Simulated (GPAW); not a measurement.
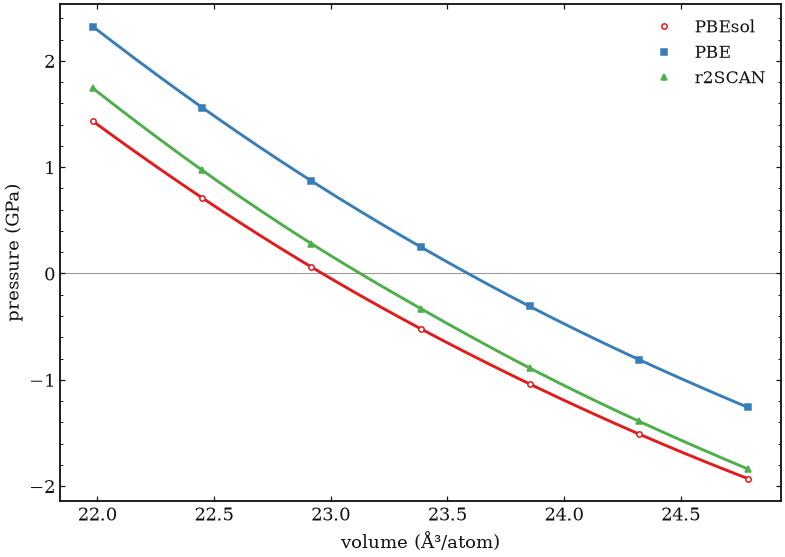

The picture above shows the pressure against volume, with one curve for each functional, for Na₂S (space group Fm-3m).

Calculation (GPAW 26.7.0): PAW DFT in plane waves, on a grid or in atomic orbitals, no spin polarisation; energies at scaled volumes of the given cell, shape and fractions fixed, counted from the fit's minimum, third-order Birch-Murnaghan fit. All runs: no spin polarisation.

k mesh 7×7×7; occupations Fermi–Dirac; smearing width 0.05 eV; wave cutoff 800 eV.

Settings that differ: PBEsol: potentials PAW-data-sets-made-by gpaw-setup-for-the-functional; PBE: potentials GPAW-PAW-data-sets-(gpaw-data-1.2.1); r2SCAN: potentials GPAW-PAW-data-sets-(gpaw-data-1.2.1).

Q: Order the curves by fitted equilibrium volume, smallest first.

A: PBEsol 22.975, r2SCAN 23.147, PBE 23.601 Å³/atom.

Q: Order the curves by fitted bulk modulus, smallest first.

A: PBE 28.3, PBEsol 29.8, r2SCAN 30.6 GPa.

Q: For PBEsol: how does the pressure vary with volume?

A: It falls from 1.43 GPa at volume 21.98 Å³/atom to −1.93 GPa at 24.79 Å³/atom, and changes sign near 22.97 Å³/atom.

Q: For PBE: how does the pressure vary with volume?

A: It falls from 2.32 GPa at volume 21.98 Å³/atom to −1.26 GPa at 24.79 Å³/atom, and changes sign near 23.59 Å³/atom.
